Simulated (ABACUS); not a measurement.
## PbS: band-structure run (part 1 of 2)

PbS (Cmcm, 4 atoms in the cell), computed with Kohn-Sham DFT of a periodic cell, PBE, spin-orbit coupling, PseudoDojo NC FR 0.4 PBE stringent, no spin polarisation (ABACUS 3.10.1).

The structure derives from a Materials Project entry. It belongs to a series of runs on one base structure; here: bands on the converged density.

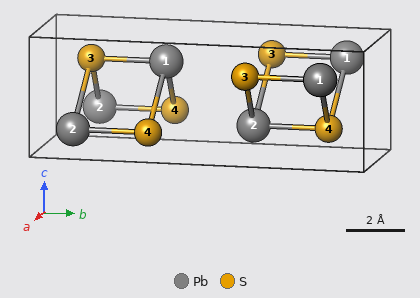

Fig. 1: The structure as given in the input (ball-and-stick view of the cell 2 times as large as that of the calculation, set on its symmetry axes, seen slightly off an axis; atoms are numbered from 1 in the order of the input).

Input:
```
INPUT_PARAMETERS
suffix              PbS
calculation         nscf
basis_type          lcao
pseudo_dir          ./
orbital_dir         ./
symmetry            -1
dft_functional      pbe
ecutwfc             100.0
pseudo_rcut         10
nspin               4
nbands              80
ks_solver           genelpa
smearing_method     fd
smearing_sigma      0.00367493
scf_thr             1e-07
scf_nmax            100
mixing_type         broyden
mixing_beta         0.4
noncolin            0
lspinorb            1
init_chg            file
out_band            1
```

File STRU:
```
ATOMIC_SPECIES
Pb 207.2000 Pb.upf
S 32.0600 S.upf

NUMERICAL_ORBITAL
Pb_confined-atom_8au_3s3p2d.orb
S_confined-atom_7au_2s2p1d.orb

LATTICE_CONSTANT
1.8897261246

LATTICE_VECTORS
6.3420691700 0.0000000000 0.0000000000
-4.9777815536 3.9298259709 0.0000000000
0.0000000000 0.0000000000 4.2793209400

ATOMIC_POSITIONS
Direct

Pb
0.0
2
0.1305633500 0.8694366500 0.2500000000 1 1 1
0.8694366500 0.1305633500 0.7500000000 1 1 1

S
0.0
2
0.3547970900 0.6452029100 0.2500000000 1 1 1
0.6452029100 0.3547970900 0.7500000000 1 1 1
```

File KPT:
```
K_POINTS
14
Line
0.00000000 0.00000000 0.00000000 10 // G
0.28013042 0.28013042 0.00000000 10 // X
0.00000000 0.50000000 0.00000000 10 // S
0.00000000 0.50000000 0.50000000 10 // R
0.28013042 0.28013042 0.50000000 10 // A
0.00000000 0.00000000 0.50000000 10 // Z
0.00000000 0.00000000 0.00000000 10 // G
-0.50000000 0.50000000 0.00000000 10 // Y
-0.28013042 0.71986958 0.00000000 10 // X1
-0.28013042 0.71986958 0.50000000 10 // A1
-0.50000000 0.50000000 0.50000000 10 // T
-0.50000000 0.50000000 0.00000000 1 // Y
0.00000000 0.00000000 0.50000000 10 // Z
-0.50000000 0.50000000 0.50000000 1 // T
```

Run on 4 threads of Intel Xeon (Sapphire Rapids), 16 GiB of memory available, shared host.

Command:
```bash
OMP_NUM_THREADS=1 mpirun -np 4 abacus > log
```

The program's output:
```
ABACUS v3.10.1

               Atomic-orbital Based Ab-initio Computation at UStc

 ------------------------------------------------------------------------------------

 READING GENERAL INFORMATION
                           global_out_dir = OUT.PbS/
                           global_in_card = INPUT
                               pseudo_dir = ./
                              orbital_dir = ./
                                    DSIZE = 4
                                    GSIZE = 1

 READING UNITCELL INFORMATION
                                    ntype = 2
                  lattice constant (Bohr) = 1.88973
              lattice constant (Angstrom) = 1

 READING ATOM TYPE 1
                               atom label = Pb
                      L=0, number of zeta = 3
                      L=1, number of zeta = 3
                      L=2, number of zeta = 2
             number of atom for this type = 2
               magnetization of element 1 = [ 0, 0, 0 ]

 READING ATOM TYPE 2
                               atom label = S
                      L=0, number of zeta = 2
                      L=1, number of zeta = 2
                      L=2, number of zeta = 1
             number of atom for this type = 2
               magnetization of element 2 = [ 0, 0, 0 ]

                        TOTAL ATOM NUMBER = 4
DIRECT COORDINATES
    atom                   x                   y                   z     mag                  vx                  vy                  vz
taud_Pb1            0.1305633500        0.8694366500        0.2500000000  0.0000        0.0000000000        0.0000000000        0.0000000000
taud_Pb2            0.8694366500        0.1305633500        0.7500000000  0.0000        0.0000000000        0.0000000000        0.0000000000
taud_S1            0.3547970900        0.6452029100        0.2500000000  0.0000        0.0000000000        0.0000000000        0.0000000000
taud_S2            0.6452029100        0.3547970900        0.7500000000  0.0000        0.0000000000        0.0000000000        0.0000000000

                          Volume (Bohr^3) = 719.74
                             Volume (A^3) = 106.654

 Lattice vectors: (Cartesian coordinate: in unit of a_0)
             +6.34207                  +0                  +0
             -4.97778            +3.92983                  +0
                   +0                  +0            +4.27932
 Reciprocal vectors: (Cartesian coordinate: in unit of 2 pi/a_0)
            +0.157677           +0.199725                  -0
                   -0           +0.254464                  -0
                   +0                  -0           +0.233682
 The esolver type has been set to : ksdft_lcao

                PAO radial cut off (Bohr) = 10

 Read in pseudopotential file is Pb.upf
                     pseudopotential type = NC
          exchange-correlation functional = PBE
                 nonlocal core correction = 1
                        valence electrons = 22
                                     lmax = 2
                           number of zeta = 8
                     number of projectors = 10
                           L of projector = 0
                           L of projector = 0
                           L of projector = 1
                           L of projector = 1
                           L of projector = 1
                           L of projector = 1
                           L of projector = 2
                           L of projector = 2
                           L of projector = 2
                           L of projector = 2
                PAO radial cut off (Bohr) = 10

 Read in pseudopotential file is S.upf
                     pseudopotential type = NC
          exchange-correlation functional = PBE
                 nonlocal core correction = 1
                        valence electrons = 6
                                     lmax = 2
                           number of zeta = 3
                     number of projectors = 10
                           L of projector = 0
                           L of projector = 0
                           L of projector = 1
                           L of projector = 1
                           L of projector = 1
                           L of projector = 1
                           L of projector = 2
                           L of projector = 2
                           L of projector = 2
                           L of projector = 2
     initial pseudo atomic orbital number = 68

 SETUP THE ELECTRONS NUMBER
            electron number of element Pb = 22
      total electron number of element Pb = 44
             electron number of element S = 6
       total electron number of element S = 12
            AUTOSET number of electrons:  = 56
                           occupied bands = 56
                                   NLOCAL = 140
                                   NBANDS = 80
                                   NBANDS = 80
                                   NLOCAL = 140

%%%%%%%%%%%%%%%%%%%%%%%%%%%%%%%%%%%%%%%%%%%%%%%%%%%%%%%%%%%%%%%%%%%%%%%%%%%%%%%%%%%%%%%%%%%%%%%%%%%%%%%%%%
 Warning: the number of valence electrons in pseudopotential > 4 for Pb: [Xe] 4f14 5d10 6s2 6p2
 Pseudopotentials with additional electrons can yield (more) accurate outcomes, but may be less efficient.
 If you're confident that your chosen pseudopotential is appropriate, you can safely ignore this warning.
%%%%%%%%%%%%%%%%%%%%%%%%%%%%%%%%%%%%%%%%%%%%%%%%%%%%%%%%%%%%%%%%%%%%%%%%%%%%%%%%%%%%%%%%%%%%%%%%%%%%%%%%%%

 SETUP THE PLANE WAVE BASIS
 energy cutoff for charge/potential (unit:Ry) = 400
            fft grid for charge/potential = [ 80, 80, 54 ]
                        fft grid division = [ 5, 5, 2 ]
        big fft grid for charge/potential = [ 16, 16, 27 ]
                                     nbxx = 1792
                                     nrxx = 89600

 SETUP PLANE WAVES FOR CHARGE/POTENTIAL
                    number of plane waves = 97135
                         number of sticks = 2833

 PARALLEL PW FOR CHARGE/POTENTIAL
     PROC   COLUMNS(POT)             PW
        1            708          24284
        2            708          24284
        3            708          24284
        4            709          24283
 --------------- sum -------------------
        4           2833          97135
                            number of |g| = 8428
                                  max |g| = 36.1798
                                  min |g| = 0

----------- Double Check Mixing Parameters Begin ------------
mixing_type: broyden
mixing_beta: 0.4
mixing_gg0: 1
mixing_gg0_min: 0.1
mixing_beta_mag: 1.6
mixing_gg0_mag: 0
mixing_ndim: 8
----------- Double Check Mixing Parameters End ------------

 SETUP K-POINTS
                                    nspin = 4
                                   nkstot = 122
K-POINTS DIRECT COORDINATES
 KPOINTS    DIRECT_X    DIRECT_Y    DIRECT_Z  WEIGHT
       1  0.00000000  0.00000000  0.00000000  1.0000
       2  0.02801304  0.02801304  0.00000000  1.0000
       3  0.05602608  0.05602608  0.00000000  1.0000
       4  0.08403913  0.08403913  0.00000000  1.0000
       5  0.11205217  0.11205217  0.00000000  1.0000
       6  0.14006521  0.14006521  0.00000000  1.0000
       7  0.16807825  0.16807825  0.00000000  1.0000
       8  0.19609129  0.19609129  0.00000000  1.0000
       9  0.22410434  0.22410434  0.00000000  1.0000
      10  0.25211738  0.25211738  0.00000000  1.0000
      11  0.28013042  0.28013042  0.00000000  1.0000
      12  0.25211738  0.30211738  0.00000000  1.0000
      13  0.22410434  0.32410434  0.00000000  1.0000
      14  0.19609129  0.34609129  0.00000000  1.0000
      15  0.16807825  0.36807825  0.00000000  1.0000
      16  0.14006521  0.39006521  0.00000000  1.0000
      17  0.11205217  0.41205217  0.00000000  1.0000
      18  0.08403913  0.43403913  0.00000000  1.0000
      19  0.05602608  0.45602608  0.00000000  1.0000
      20  0.02801304  0.47801304  0.00000000  1.0000
      21  0.00000000  0.50000000  0.00000000  1.0000
      22  0.00000000  0.50000000  0.05000000  1.0000
      23  0.00000000  0.50000000  0.10000000  1.0000
      24  0.00000000  0.50000000  0.15000000  1.0000
      25  0.00000000  0.50000000  0.20000000  1.0000
      26  0.00000000  0.50000000  0.25000000  1.0000
      27  0.00000000  0.50000000  0.30000000  1.0000
      28  0.00000000  0.50000000  0.35000000  1.0000
      29  0.00000000  0.50000000  0.40000000  1.0000
      30  0.00000000  0.50000000  0.45000000  1.0000
[... 92 further k points ...]

           k-point number in this process = 122
       minimum distributed K point number = 122

[... K-POINTS CARTESIAN COORDINATES: 122 rows ...]

[... K-POINTS DIRECT COORDINATES: 122 rows ...]

 SETUP PLANE WAVES FOR WAVE FUNCTIONS
     energy cutoff for wavefunc (unit:Ry) = 100
              fft grid for wave functions = [ 80, 80, 54 ]
                    number of plane waves = 14429
                         number of sticks = 807

 PARALLEL PW FOR WAVE FUNCTIONS
     PROC   COLUMNS(POT)             PW
        1            202           3608
        2            201           3607
        3            203           3607
        4            201           3607
 --------------- sum -------------------
        4            807          14429

 SET NONLOCAL PSEUDOPOTENTIAL PROJECTORS
 SET NONLOCAL PSEUDOPOTENTIAL PROJECTORS
 max number of nonlocal projetors among all species is 10

 -------------------------------------------
 NONSELF-CONSISTENT
 -------------------------------------------

 SETUP SEARCHING RADIUS FOR PROGRAM TO SEARCH ADJACENT ATOMS
                  longest orb rcut (Bohr) = 8
   longest nonlocal projector rcut (Bohr) = 1.66
                     search radius (Bohr) = 19.3
              searching radius is (Bohr)) = 19.3
         searching radius unit is (Bohr)) = 1.89
                         PeriodicBoundary = 1
                        Radius(unit:lat0) = 10.2
                                   glayer = [ 4, 4, 4 ]
                             glayer_minus = [ 3, 3, 3 ]

Find the coordinate range of the input atom(unit:lat0).
                                  min_tau = [ -37.5, -11.3, -11.8 ]
                                  max_tau = [ 38.8, 15.2, 16 ]
                                BoxNumber = [ 7, 7, 7 ]

 SETUP EXTENDED REAL SPACE GRID FOR GRID INTEGRATION
                          real space grid = [ 80, 80, 54 ]
                 big cell numbers in grid = [ 16, 16, 27 ]
             meshcell numbers in big cell = [ 5, 5, 2 ]
                        extended fft grid = [ 18, 18, 27 ]
                dimension of extened grid = [ 53, 53, 82 ]
                            UnitCellTotal = 100
              Atom number in sub-FFT-grid = 4
    Local orbitals number in sub-FFT-grid = 140
                                ParaV.nnr = 120292
                                 init_chg = file
 try to read charge from file
 Read in the charge density: OUT.PbS//PbS-CHARGE-DENSITY.restart

 LCAO ALGORITHM --------------- ION=   1  ELEC=   1--------------------------------
[... levels at 122 k points of this process ...]

total magnetism (Bohr mag/cell)	4.90958e-14	7.33272e-14	3.25543e-13
       absolute magnetism (Bohr mag/cell) = 1.03285e-12

 Density error is 0.00000000000
----------------------------------------------------------
     Energy           Rydberg                 eV
----------------------------------------------------------
 E_KohnSham     -883.5978870842      -12021.9660051057
 E_KS(sigma->0) -883.5978869022      -12021.9660026297
 E_Harris       -883.5978870842      -12021.9660051057
 E_band         -107.4749297905      -1462.2714373003
 E_one_elec     -529.7656455826      -7207.8313845712
 E_Hartree      264.0249356643       3592.2435391176
 E_xc           -148.5558996670      -2021.2067069873
 E_Ewald        -469.3012771350      -6385.1714477127
 E_entropy(-TS) -0.0000003640        -0.0000049521
 E_descf        0.0000000000         0.0000000000
 E_exx          0.0000000000         0.0000000000
 E_Fermi        0.6936060135         9.4369939508
----------------------------------------------------------

 charge density convergence is achieved
 final etot is -12021.966005 eV
 EFERMI = 9.4369939508 eV

 STATE ENERGY(eV) AND OCCUPATIONS    NSPIN == 4
 1/122 kpoint (Cartesian) = 0.0000 0.0000 0.0000 (3010 pws)
       1       -130.048     0.00819672
       2       -130.048     0.00819672
       3       -130.048     0.00819672
       4       -130.048     0.00819672
       5       -87.1537     0.00819672
       6       -87.1537     0.00819672
       7       -87.1024     0.00819672
       8       -87.1024     0.00819672
       9       -65.8077     0.00819672
      10       -65.8077     0.00819672
      11       -65.8057     0.00819672
      12       -65.8057     0.00819672
      13       -65.8018     0.00819672
      14       -65.8018     0.00819672
      15       -65.7844     0.00819672
      16       -65.7844     0.00819672
      17       -8.89852     0.00819672
      18       -8.89852     0.00819672
      19       -8.89628     0.00819672
      20       -8.89628     0.00819672
      21       -8.89200     0.00819672
      22       -8.89200     0.00819672
      23       -8.88293     0.00819672
      24       -8.88293     0.00819672
      25       -6.43749     0.00819672
      26       -6.43749     0.00819672
      27       -6.37122     0.00819672
      28       -6.37122     0.00819672
      29       -6.35128     0.00819672
      30       -6.35128     0.00819672
      31       -6.34853     0.00819672
      32       -6.34853     0.00819672
      33       -6.32812     0.00819672
      34       -6.32812     0.00819672
      35       -6.28386     0.00819672
      36       -6.28386     0.00819672
      37       -4.06018     0.00819672
      38       -4.06018     0.00819672
      39       -2.25896     0.00819672
      40       -2.25896     0.00819672
      41        2.12326     0.00819672
      42        2.12326     0.00819672
      43        3.08589     0.00819672
      44        3.08589     0.00819672
      45        4.68882     0.00819672
      46        4.68882     0.00819672
      47        5.98165     0.00819672
      48        5.98165     0.00819672
      49        6.60123     0.00819672
      50        6.60123     0.00819672
      51        7.23025     0.00819672
      52        7.23025     0.00819672
      53        7.53944     0.00819672
      54        7.53944     0.00819672
      55        8.48271     0.00819672
      56        8.48271     0.00819672
      57        12.9639    1.90375e-33
      58        12.9639    1.90375e-33
      59        13.3271    1.33124e-36
      60        13.3271    1.33124e-36
      61        14.0323    9.99093e-43
      62        14.0323    9.99093e-43
      63        14.4976    9.07824e-47
      64        14.4976    9.07824e-47
      65        14.9918    4.62451e-51
      66        14.9918    4.62451e-51
      67        15.5550    5.93456e-56
      68        15.5550    5.93456e-56
      69        15.6937    3.70007e-57
      70        15.6937    3.70007e-57
      71        16.1250    6.64137e-61
      72        16.1250    6.64137e-61
      73        16.6125    3.87087e-65
      74        16.6125    3.87087e-65
      75        18.7008    2.81089e-83
      76        18.7008    2.81089e-83
      77        19.1153    7.06670e-87
      78        19.1153    7.06670e-87
      79        19.3896    2.92383e-89
      80        19.3896    2.92383e-89
```
